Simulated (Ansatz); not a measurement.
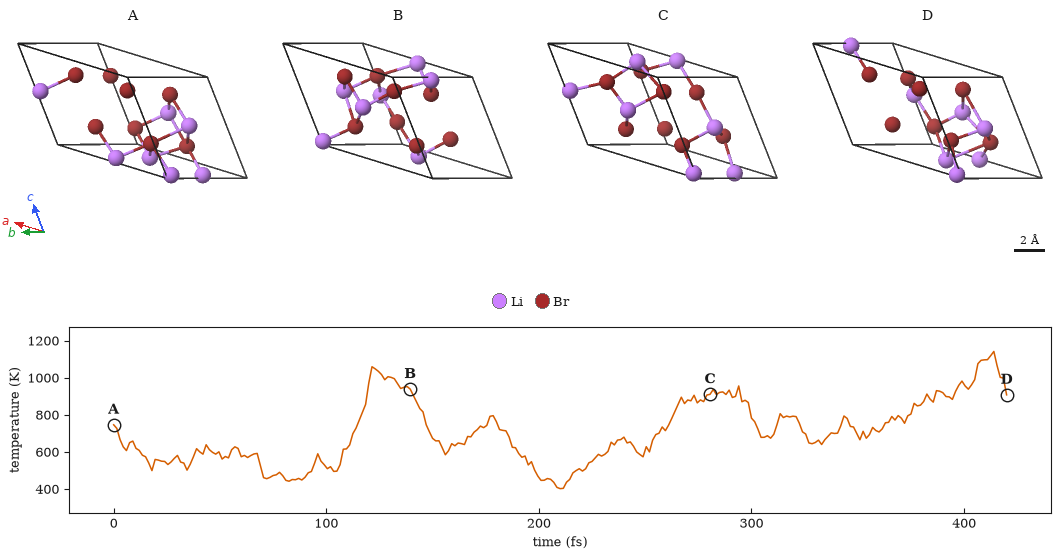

A Born-Oppenheimer molecular dynamics run of LiBr with a Li vacancy (15 atoms in the cell, charge -1), 420 fs long. It starts from the last geometry of an earlier run, with fresh velocities. Frames (A at 0 fs, B at 140 fs, C at 280 fs, D at 420 fs) and the history of the run. A ball-and-stick model of the reduced simulation cell, seen from a free direction. Atoms that leave the cell re-enter on the other side. Bonds to atoms that aren't drawn are left out. Lengths and directions refer to the drawn axes.

These are results of DFT PBE-D3(BJ), scalar-relativistic, plane waves, PAW in Ansatz, not measurements. Set-up: plane-wave cutoff 420 eV; k-point mesh 2 × 2 × 2; Fermi-Dirac smearing 0.05 eV; low-accuracy preset; Langevin thermostat (NVT); set temperature 800 K; time step 1.5 fs; friction 0.005 per fs.

The input:
```yaml
accuracy: low
crystal:
  lattice:
    - [0.0, 5.556313, 5.556313]
    - [5.556313, 0.0, 5.556313]
    - [5.556313, 5.556313, 0.0]
  atoms:
    - { symbol: Li, position: [0.0002632, -0.07340474, 0.02830318] }
    - { symbol: Br, position: [0.28657836, 0.24089471, 0.21468983] }
    - { symbol: Li, position: [-0.03143976, -0.01892893, 0.53419871] }
    - { symbol: Br, position: [0.23884641, 0.25686019, 0.74122115] }
    - { symbol: Li, position: [-0.00127654, 0.53388371, 0.0269338] }
    - { symbol: Br, position: [0.216469, 0.7645594, 0.26775205] }
    - { symbol: Li, position: [-0.00353848, 0.46363391, 0.51441128] }
    - { symbol: Br, position: [0.27239623, 0.73010036, 0.77245023] }
    - { symbol: Li, position: [0.47671252, -0.04259061, 0.03767795] }
    - { symbol: Br, position: [0.73707415, 0.25711604, 0.24114392] }
    - { symbol: Li, position: [0.46489208, 0.09439611, 0.48432646] }
    - { symbol: Br, position: [0.8202154, 0.20509804, 0.73290288] }
    - { symbol: Li, position: [0.49106412, 0.51494551, 0.03520311] }
    - { symbol: Br, position: [0.7164323, 0.77008727, 0.26576067] }
    - { symbol: Br, position: [0.73733618, 0.73993348, 0.76921853] }
total_charge: -1
basis:
  ecutwfc: 420.0
kpoints:
  mp_grid: { grid: [2, 2, 2] }
hamiltonian:
  xc: pbe
  dispersion: d3bj
scf:
  occupations: { method: fermi_dirac, width: 0.05 }
  lower_state_search: "off"
md:
  timestep: 1.5
  n_steps: 280
  ensemble: nvt_langevin
  temperature: 800.0
  initial_velocities: maxwell_boltzmann
  seed: 944947
  friction: 0.005
```

Run as
```bash
ansatz run input.yaml --threads 1 --pin off --max-ram 3072MiB --backend cpu --events-out ev --progress --plain --runs-dir out
```

Q: What do the frames and curves show?

A: Over the second half the temperature averages 773 K (spread ±154 K). The potential energy in the second half lies on average 41.7 meV per atom above the first frame. Root-mean-square distances from the starting positions over the second half, with the common drift of all atoms taken out: Li 0.73 Å, Br 0.50 Å. Against the typical shortest distance between atoms in the first frame, about 2.5 Å these are large excursions, but over 420 fs one can't yet tell strong vibration from the start of diffusion.

Limits of the set-up: the program's low-accuracy preset was used; the periodic images lie only 7.9 Å apart, so the values are limited by the cell's size; the cell is charged, on a uniform background, and energies carry no finite-size correction.

Cost: 21 min on 1 thread of Arm Neoverse V2, with other jobs on the host, peak memory 0.66 GiB.
